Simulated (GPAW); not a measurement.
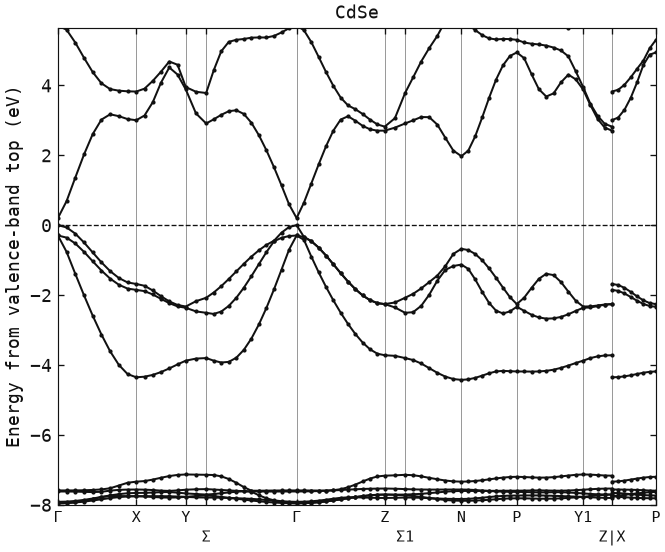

Band structure. Energies are counted from the top of the valence band.

System: tetragonally strained zincblende CdSe, space group I-4m2 (No. 119), 2 atoms in the primitive cell.

```
Cd Se
1.0
     0.00000    3.19308    2.83864
     3.19308    0.00000    2.83864
     3.19308    3.19308    0.00000
Cd Se
1 1
Direct
  0.00000 0.00000 0.00000
  0.25000 0.25000 0.25000
```

Computed with GPAW: PBEsol, PAW data sets generated in the run's folder for this functional, no spin polarisation, no spin-orbit coupling, 8×8×8 k mesh, 600 eV cutoff, Fermi-Dirac smearing of 0.05 eV.

Q: Read off the fundamental gap and say whether it is direct.

A: A semiconductor. The gap along this path is 0.20 eV and direct: both edges lie at Γ.

Q: How many bands meet at the valence-band top?

A: The top valence level at Γ is a single band, not degenerate (spin aside).

Q: What are the direct gaps at Y, X and N?

A: The direct gaps are 6.21 eV at Y, 4.69 eV at X and 2.65 eV at N.

Spin-orbit coupling is left out, which matters for Se. The cell is under a strain of +4 % (tetragonal). LDA, GGA and most meta-GGA functionals understate gaps. In reduced coordinates of the cell that was run, X is (0, 0.5, 0.5), Y is (0.316, 0.5, 0.816), Σ is (0.408, 0.408, 0.816), Z is (−0.5, −0.5, 0), Σ1 is (−0.408, −0.408, 0.184), N is (0, 0, 0.5), P is (−0.25, 0.25, 0.5) and Y1 is (−0.5, −0.316, 0.184).
